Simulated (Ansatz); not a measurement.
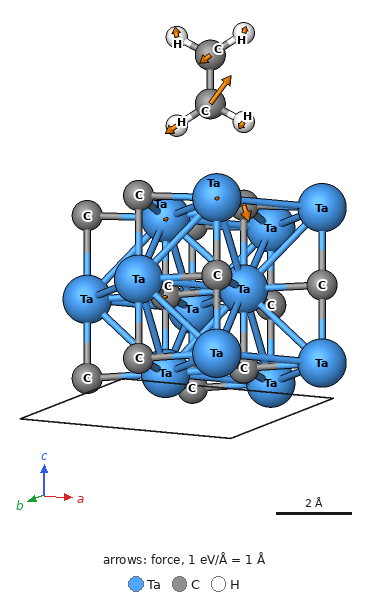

Starting geometry of a slab of composition Ta6H2C7 (cut from the Fm-3m phase) with the computed forces as orange arrows. Style: ball-and-stick. Shown: the cell of the calculation, outlined in the plane, without the vacuum (origin shifted), from a free direction.

Case: 1 C2H4 a cell, upright, over a top C site. The slab is the (1 0 0) face of TaC with C2H4 on it. 8 atoms are held fixed.

Computed with DFT PBE+D3(BJ), scalar-relativistic, plane waves, PAW in Ansatz.

Input
```yaml
crystal:
  lattice:
    - [6.2855222178, 0.0, 0.0]
    - [0.0, 6.2855222178, 0.0]
    - [0.0, 0.0, 24.8687353835]
  atoms:
    - { symbol: Ta, position: [0.25, 0.25, 0.3216890556] }
    - { symbol: Ta, position: [0.25, 0.75, 0.3216890556] }
    - { symbol: Ta, position: [0.75, 0.25, 0.3216890556] }
    - { symbol: Ta, position: [0.75, 0.75, 0.3216890556] }
    - { symbol: C, position: [0.5, 0.5, 0.3216890556] }
    - { symbol: C, position: [0.5, 0.0, 0.3216890556] }
    - { symbol: C, position: [0.0, 0.5, 0.3216890556] }
    - { symbol: C, position: [0.0, 0.0, 0.3216890556] }
    - { symbol: Ta, position: [0.5, 0.5, 0.4087216442] }
    - { symbol: Ta, position: [0.5, 0.0, 0.4087216442] }
    - { symbol: Ta, position: [0.0, 0.5, 0.4087216442] }
    - { symbol: Ta, position: [0.0, 0.0, 0.4087216442] }
    - { symbol: C, position: [0.75, 0.75, 0.4074226168] }
    - { symbol: C, position: [0.75, 0.25, 0.4074226168] }
    - { symbol: C, position: [0.25, 0.75, 0.4074226168] }
    - { symbol: C, position: [0.25, 0.25, 0.4074226168] }
    - { symbol: Ta, position: [0.75, 0.75, 0.4925364582] }
    - { symbol: Ta, position: [0.75, 0.25, 0.4925364582] }
    - { symbol: Ta, position: [0.25, 0.75, 0.4925364582] }
    - { symbol: Ta, position: [0.25, 0.25, 0.4925364582] }
    - { symbol: C, position: [0.0, 0.0, 0.5008246707] }
    - { symbol: C, position: [0.0, 0.5, 0.5008246707] }
    - { symbol: C, position: [0.5, 0.0, 0.5008246707] }
    - { symbol: C, position: [0.5, 0.5, 0.5008246707] }
    - { symbol: C, position: [-0.1098373086, 0.1008914101, 0.6680064729] }
    - { symbol: C, position: [-0.1098373086, 0.1008914101, 0.6144854563] }
    - { symbol: H, position: [-0.2196905084, 0.2017835858, 0.6899858777] }
    - { symbol: H, position: [0.0, 0.0, 0.6899858777] }
    - { symbol: H, position: [0.0, 0.0, 0.5925060516] }
    - { symbol: H, position: [-0.2196905084, 0.2017835858, 0.5925060516] }
basis:
  ecutwfc: 420
kpoints:
  mp_grid: { grid: [3, 3, 1] }
hamiltonian:
  xc: pbe
  dispersion: d3bj
scf:
  occupations: { method: gaussian, width: 0.1 }
output:
  forces: true
  eigenvalues: true
  write_density: true
  write_potential: true
  elf: true
  volumetric_format: npy
relax:
  adjacent_minimum: "off"
  f_tol: 0.04
  max_steps: 100
  constraints: [{ sites: [0, 1, 2, 3, 4, 5, 6, 7] }]
efield:
  axis: 3
  dipole_correction: true
  ramp_width: 0.04
```

Launched with:
```bash
ansatz run input.yaml --threads 4 --pin off --max-ram 12288MiB --backend cpu --events-out ev --progress --plain --runs-dir out
```

Is this structure relaxed? If not, where do the atoms go?

Answer. It isn't relaxed: the largest force vector, on C26, is 0.97 eV/Å. The final displacements have little in common with the starting forces (cosine between the two patterns −0.11). The largest move is that of H27, 2.78 Å at 40° to the normal (−c side). Largest moves by element: H 2.78 Å, C 2.08 Å, Ta 0.07 Å. The cell stays as it was. Near-neighbour distances that change, for instance: Ta18–C25 4.549 → 2.738 Å, Ta18–C26 3.294 → 2.737 Å, Ta11–Ta12 3.143 → 3.238 Å, Ta11–Ta12 (another image) 3.143 → 3.048 Å. New bonds form: Ta18–C25 (4.55 → 2.74 Å), Ta18–C26 (3.29 → 2.74 Å). Among the angles between lasting bonds that change: Ta9–C13–Ta11 90.0° → 86.7°, Ta9–C13–Ta10 90.0° → 93.2°, H27–C25–H28 119.5° → 116.9°. Over 31 geometry steps the energy falls by 0.672 eV per cell of the calculation. The largest force component goes from 0.76 to 0.031 eV/Å.

Limits of the set-up: the periodic images lie only 6.3 Å apart, so the values are limited by the cell's size.
